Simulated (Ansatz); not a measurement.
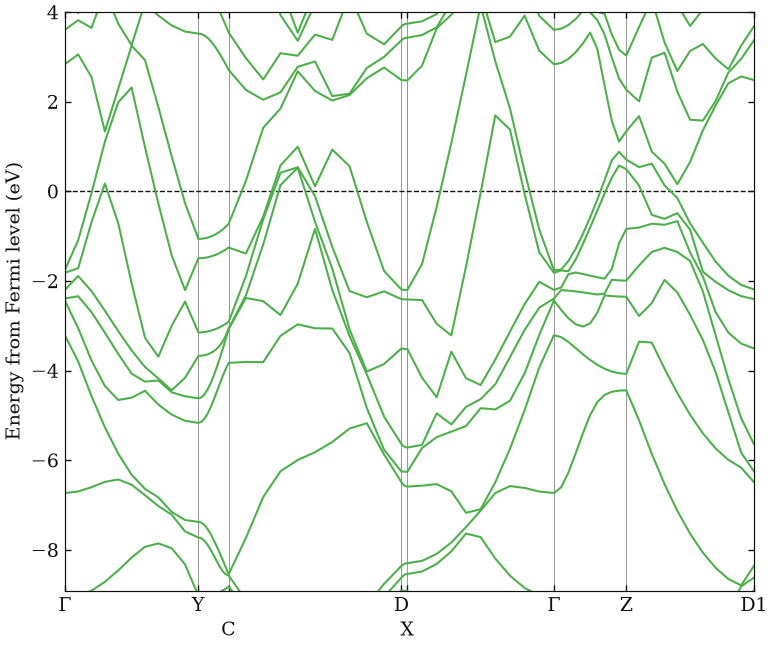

Write a caption that states what the plot shows.

Band structure of Ge, space group Fmmm, 4 atoms in the primitive cell, strain xy of −0.04 (a = 5.82 Å, b = 5.71 Å, c = 3.75 Å, α = 72.65°, β = 69.39°, γ = 37.95°). Computed with Ansatz 0.2.0: PBEsol, all-electron LAPW, no spin polarisation, no spin-orbit coupling, 7×7×7 k mesh, Fermi-Dirac smearing of 0.05 eV. Energies are counted from the Fermi level. The path runs straight from each named point to the next.

A metal: bands cross the Fermi level along this path. At D the nearest levels lie 2.19 eV below and 2.48 eV above the Fermi level.

The cell is at 3 GPa in this functional. This isn't the form of Ge at room conditions, which is diamond. Bands are joined in order of energy, so crossings between the computed points show as kinks or gaps. In reduced coordinates of the cell that was run, Y is (0.5, 0, 0.5), C is (0.5, 0.103, 0.603), D is (0.022, 0.5, 0.522), X is (0, 0.5, 0.5), Z is (0.5, 0.5, 0) and D1 is (0.978, 0.5, 0.478).
